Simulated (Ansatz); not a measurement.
## Single-point calculation, with input and output: Ge$_{64}$ (part 2 of 2)

Continued. System: Ge$_{64}$ (Fd-3m, 64 atoms in the cell). Method: DFT, HSE06, PAW, plane waves (Ansatz 0.2.0); cutoff 420 eV, 1×1×1 k-mesh, Fermi–Dirac smearing of 0.01 eV. The structure was built on a prototype by a generator.

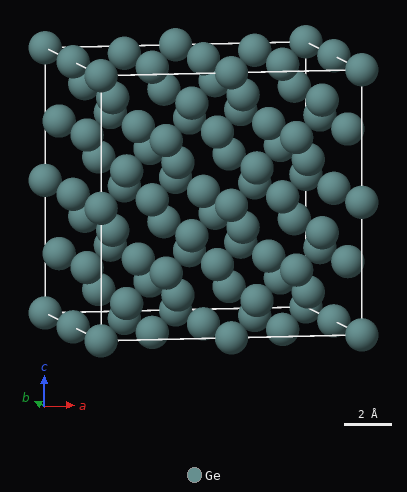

Fig. 1: The input geometry (spheres-only view of the cell of the calculation, seen slightly off an axis).

```
hybrid outer 2: dexx = +5.287e-5 eV, tail = 4.03e-7 eV, Δε = 5.59e-3 eV (about 1.16e-4 eV left of the loop's levels)
NSCF: frozen V_eff on 1 k-points
hybrid SCF converged: 2 outer / 14 inner (+9 warm-up), last move |dexx| = 5.29e-5 eV, tail = 4.03e-7 eV
Stability not checked: this state was not tested for a lower state beside it, because the functional holds exact exchange (a hybrid, or Hartree-Fock), whose exchange loop this test does not read (fock_operator; see scf.lower_state_search)
Free energy (F): -274926.571296 eV
Harris-Foulkes:  -274926.571296 eV  (|F-HF|=8.21e-9)
Internal energy: -274926.571296 eV  (E = F + TS)
E sigma→0 (E₀):  -274926.571296 eV
Fermi energy:    8.555430 eV
--- Per-component energies (eV) ---
  E_band       = -12026.704998
  E_kinetic    = 7089.422704
  E_local      = -158763.042857  (includes V_loc(G=0)·N_el)
  E_nonlocal   = 26884.953152
  E_hartree    = 69827.396161
  E_xc         = -3888.959948
  E_vxc        = -3317.622073  (∫ρ·V_xc dr)
  E_exx        = -3490.332601  (= α·E_x^exact, valence–valence)
  E_paw        = -126843.595340  (= ΣΔE_a)
  E_vpaw       = -16594.557571  (= ΣTr[D̂ρ^β])
  E_aug_tail   = 0.026501  (compensation charges beyond the density's cutoff)
  E_ewald      = -85719.055163
  E_core_change = -23.383912  (= ΣΔE_core)
  E_smearing   = -0.000000  (= −TS)
  E_closure    = 0.000005  (closes the sum)
  Σ components = -274926.571296   (vs F -274926.571296, Δ=0.00e0)
--- Forces (eV/Å), atoms counted from 1 ---
  atom   1  Ge     0.00000000    -0.00000000    -0.00000000
  atom   2  Ge    -0.00000000     0.00000000     0.00000000
  atom   3  Ge     0.00000000     0.00000000     0.00000000
  atom   4  Ge     0.00000000     0.00000000    -0.00000000
  atom   5  Ge    -0.00000000     0.00000000     0.00000000
  atom   6  Ge     0.00000000     0.00000000     0.00000000
  atom   7  Ge    -0.00000000     0.00000000    -0.00000000
  atom   8  Ge    -0.00000000     0.00000000    -0.00000000
  atom   9  Ge     0.00000000     0.00000000    -0.00000000
  atom  10  Ge     0.00000000    -0.00000000    -0.00000000
  atom  11  Ge    -0.00000000     0.00000000    -0.00000000
  atom  12  Ge     0.00000000     0.00000000    -0.00000000
  atom  13  Ge     0.00000000     0.00000000     0.00000000
  atom  14  Ge    -0.00000000     0.00000000    -0.00000000
  atom  15  Ge    -0.00000000     0.00000000    -0.00000000
  atom  16  Ge    -0.00000000     0.00000000    -0.00000000
  atom  17  Ge     0.00000000    -0.00000000     0.00000000
  atom  18  Ge     0.00000000    -0.00000000    -0.00000000
  atom  19  Ge    -0.00000000    -0.00000000    -0.00000000
  atom  20  Ge     0.00000000    -0.00000000     0.00000000
  atom  21  Ge     0.00000000    -0.00000000     0.00000000
  atom  22  Ge    -0.00000000    -0.00000000    -0.00000000
  atom  23  Ge     0.00000000    -0.00000000     0.00000000
  atom  24  Ge    -0.00000000    -0.00000000     0.00000000
  atom  25  Ge    -0.00000000    -0.00000000     0.00000000
  atom  26  Ge    -0.00000000    -0.00000000    -0.00000000
  atom  27  Ge    -0.00000000    -0.00000000    -0.00000000
  atom  28  Ge    -0.00000000     0.00000000    -0.00000000
  atom  29  Ge    -0.00000000    -0.00000000     0.00000000
  atom  30  Ge    -0.00000000    -0.00000000    -0.00000000
  atom  31  Ge     0.00000000     0.00000000     0.00000000
  atom  32  Ge    -0.00000000    -0.00000000     0.00000000
  atom  33  Ge     0.00000000    -0.00000000     0.00000000
  atom  34  Ge     0.00000000    -0.00000000    -0.00000000
  atom  35  Ge     0.00000000     0.00000000     0.00000000
  atom  36  Ge     0.00000000    -0.00000000     0.00000000
  atom  37  Ge    -0.00000000    -0.00000000     0.00000000
  atom  38  Ge    -0.00000000    -0.00000000    -0.00000000
  atom  39  Ge     0.00000000    -0.00000000     0.00000000
  atom  40  Ge     0.00000000    -0.00000000     0.00000000
  atom  41  Ge    -0.00000000    -0.00000000    -0.00000000
  atom  42  Ge    -0.00000000    -0.00000000     0.00000000
  atom  43  Ge    -0.00000000     0.00000000    -0.00000000
  atom  44  Ge    -0.00000000    -0.00000000    -0.00000000
  atom  45  Ge     0.00000000    -0.00000000     0.00000000
  atom  46  Ge     0.00000000    -0.00000000     0.00000000
  atom  47  Ge    -0.00000000     0.00000000    -0.00000000
  atom  48  Ge    -0.00000000    -0.00000000    -0.00000000
  atom  49  Ge     0.00000000     0.00000000     0.00000000
  atom  50  Ge     0.00000000     0.00000000    -0.00000000
  atom  51  Ge     0.00000000     0.00000000    -0.00000000
  atom  52  Ge     0.00000000    -0.00000000     0.00000000
  atom  53  Ge    -0.00000000     0.00000000    -0.00000000
  atom  54  Ge    -0.00000000     0.00000000     0.00000000
  atom  55  Ge    -0.00000000     0.00000000     0.00000000
  atom  56  Ge    -0.00000000     0.00000000     0.00000000
  atom  57  Ge     0.00000000     0.00000000    -0.00000000
  atom  58  Ge     0.00000000    -0.00000000    -0.00000000
  atom  59  Ge     0.00000000     0.00000000     0.00000000
  atom  60  Ge    -0.00000000    -0.00000000     0.00000000
  atom  61  Ge    -0.00000000     0.00000000     0.00000000
  atom  62  Ge     0.00000000     0.00000000    -0.00000000
  atom  63  Ge    -0.00000000    -0.00000000    -0.00000000
  atom  64  Ge    -0.00000000     0.00000000     0.00000000
  max |Σ_I F_I| component: 2.45e-22 eV/Å
--- Band table (eV) ---
  k-point 0: bands = ["-19.8043", "-19.8043", "-19.8043", "-19.8043", "-19.8043", "-19.8043", "-19.8043", "-19.8043", "-19.8043", "-19.8043", ... 328 levels left out ..., "-3.7228", "-3.4960", "-3.4960", "-3.4960", "-3.4960", "-1.5003", "-1.5003", "-1.5003", "-1.5003", "-1.5003", "-1.5003", "-1.3911", "-1.3911", "-1.3911", "-1.3911", "-1.3911", "-1.3911", "-1.3911", "-1.3911", "-1.3911", "-1.3911", "-1.3911", "-1.3911", "-0.0812", "-0.0812", "-0.0812", "-0.0812", "1.1321", "1.1321",
      "1.1321", "1.1321", "1.1321", "1.1321", "1.1321", "1.1321", "1.1321", "1.1321", "1.1321", "1.1321", "3.1838", "3.1838", "3.1838", "3.1838", "3.1838", "3.1838", "3.9706", "3.9706", "3.9706", "3.9706", "3.9706", "3.9706", "3.9706", "3.9706", "3.9706", "3.9706", "3.9706", "3.9706", "4.0364", "4.0364", "4.0364", "4.0364", "4.0364", "4.0364", "4.0364", "4.0364", "4.0364", "4.0364", "4.0364", "4.0364",
      "4.8257", "4.8257", "4.8257", "4.8257", "4.8257", "4.8257", "5.9730", "5.9730", "5.9730", "5.9730", "5.9730", "5.9730", "5.9730", "5.9730", "5.9730", "5.9730", "5.9730", "5.9730", "6.5298", "6.5298", "6.5298", "6.5298", "6.5298", "6.5298", "6.5298", "6.5298", "6.5298", "6.5298", "6.5298", "6.5298", "6.6291", "6.6291", "6.6291", "6.6291", "6.6291", "6.6291", "6.6291", "6.6291", "8.1317", "8.1317",
      "8.1317", "8.9829", "8.9829", "8.9829", "8.9829", "8.9923", "9.4581", "9.4581", "9.4581", "9.4581", "9.4581", "9.4581", "9.7432", "9.7432", "9.7432", "9.7432", "9.7432", "9.7432", "10.8100", "10.8100", "10.8100", "10.8100", "10.8100", "10.8100", "10.8100", "10.8100", "10.8100", "10.8100", "10.8100", "10.8100", "11.3753", "11.3753", "11.3753", "11.6122", "11.6122", "11.6122", "11.6122", "11.6122", "11.6122", "12.6023",
      "12.6023", "12.6023", "12.6023", "12.6023", "12.6023", "12.6023", "12.6023", "13.3334", "13.3334", "13.3334", "13.3334", "13.3334", "13.3334", "13.3334", "13.3334", "13.3334", "13.3334", "13.3334", "13.3334", "13.5600", "13.5600", "13.5600", "13.5600", "13.5600", "13.5600", "13.5600", "13.5600", "13.5600", "13.5600", "13.5600", "13.5600", "13.7778", "13.7778", "13.7778", "13.7778", "13.7778", "13.7778", "13.7778", "13.7778", "13.7778",
      "13.7778", "13.7778", "13.7778", "14.0398", "14.0398", "14.0398", "14.0398", "14.0398", "14.0398", "14.0398", "14.0398"]
--- Löwdin populations: 64 sites ---
  site symbol       q [e]
     0     Ge     13.9795
     1     Ge     13.9795
     2     Ge     13.9795
     3     Ge     13.9795
     4     Ge     13.9795
     5     Ge     13.9795
     6     Ge     13.9795
     7     Ge     13.9795
     8     Ge     13.9795
     9     Ge     13.9795
    10     Ge     13.9795
    11     Ge     13.9795
    12     Ge     13.9795
    13     Ge     13.9795
    14     Ge     13.9795
    15     Ge     13.9795
    16     Ge     13.9795
    17     Ge     13.9795
    18     Ge     13.9795
    19     Ge     13.9795
    20     Ge     13.9795
    21     Ge     13.9795
    22     Ge     13.9795
    23     Ge     13.9795
    24     Ge     13.9795
    25     Ge     13.9795
    26     Ge     13.9795
    27     Ge     13.9795
    28     Ge     13.9795
    29     Ge     13.9795
    30     Ge     13.9795
    31     Ge     13.9795
    32     Ge     13.9795
    33     Ge     13.9795
    34     Ge     13.9795
    35     Ge     13.9795
    36     Ge     13.9795
    37     Ge     13.9795
    38     Ge     13.9795
    39     Ge     13.9795
    40     Ge     13.9795
    41     Ge     13.9795
    42     Ge     13.9795
    43     Ge     13.9795
    44     Ge     13.9795
    45     Ge     13.9795
    46     Ge     13.9795
    47     Ge     13.9795
    48     Ge     13.9795
    49     Ge     13.9795
    50     Ge     13.9795
    51     Ge     13.9795
    52     Ge     13.9795
    53     Ge     13.9795
    54     Ge     13.9795
    55     Ge     13.9795
    56     Ge     13.9795
    57     Ge     13.9795
    58     Ge     13.9795
    59     Ge     13.9795
    60     Ge     13.9795
    61     Ge     13.9795
    62     Ge     13.9795
    63     Ge     13.9795
  spilling = 0.001466 (of n_electrons = 896.000000)
```

Summary

```json
{"quantity": "outcome", "value": "converged"}
{"quantity": "space group (tolerance 0.01 Å)", "value": "Fd-3m (227)"}
{"quantity": "electrons treated", "value": "896"}
{"quantity": "free energy", "value": "−274926.5713 eV"}
{"quantity": "Fermi energy", "value": "8.555 eV"}
{"quantity": "largest force (length of the vector)", "value": "under 0.001 eV/Å"}
{"quantity": "hardware", "value": "8 CPU threads, shared host"}
{"quantity": "wall time", "value": "58 s (CPU time 3.4 min)"}
{"quantity": "peak memory", "value": "5.5 GiB"}
```

The k-point mesh is coarse for a cell of this size, so the results may not be converged.
